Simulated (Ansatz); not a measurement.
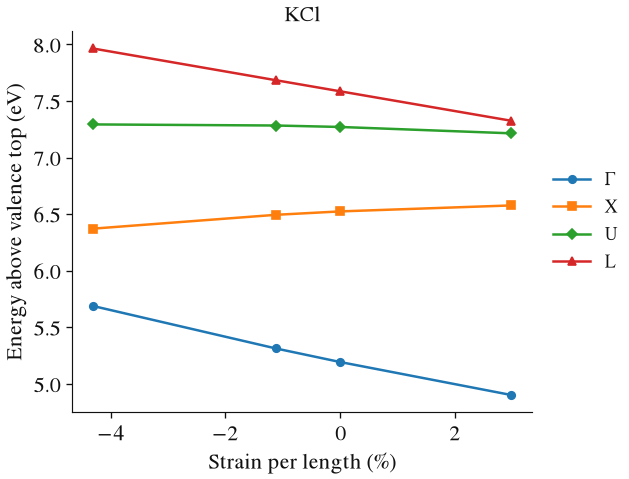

Lowest conduction level at each named k point, counted from the valence-band top at Γ. The names follow the standardised cell of this lattice; in reduced coordinates of the cell that was run, X is (0.5, 0, 0.5), U is (0.625, 0.25, 0.625) and L is (0.5, 0.5, 0.5).

System: rocksalt KCl, space group Fm-3m, 2 atoms in the primitive cell, relaxed with r2SCAN; unstrained, cubic a = 6.290 Å. All lengths are scaled by the strain listed; symmetry fixes the atoms. Points keep the names and reduced coordinates of the unstrained primitive cell. Ansatz; PBE, Ansatz PAW set, no spin polarisation, no spin-orbit coupling, 8×8×8 k mesh, 420 eV cutoff.

### How does each level move from −4.31 % to +2.98 %?

Γ falls by 0.79 eV, X rises by 0.21 eV, U falls by 0.08 eV and L falls by 0.63 eV.

### How fast do the levels move with strain?

Straight lines through the points have slopes of −108 at Γ, +28 at X, −11 at U and −88 at L (meV for each 1 % of strain).

### Which of these conduction levels is lowest, and does that change?

The lowest is the one at Γ, over the whole range, so among these points the gap stays direct.

The values:
| strain | Γ (eV) | X (eV) | U (eV) | L (eV) |
| --- | --- | --- | --- | --- |
| −4.31 % | 5.69 | 6.37 | 7.29 | 7.96 |
| −1.12 % | 5.31 | 6.50 | 7.28 | 7.68 |
| 0 % | 5.19 | 6.53 | 7.27 | 7.59 |
| +2.98 % | 4.90 | 6.58 | 7.21 | 7.33 |

LDA, GGA and most meta-GGA functionals understate gaps.
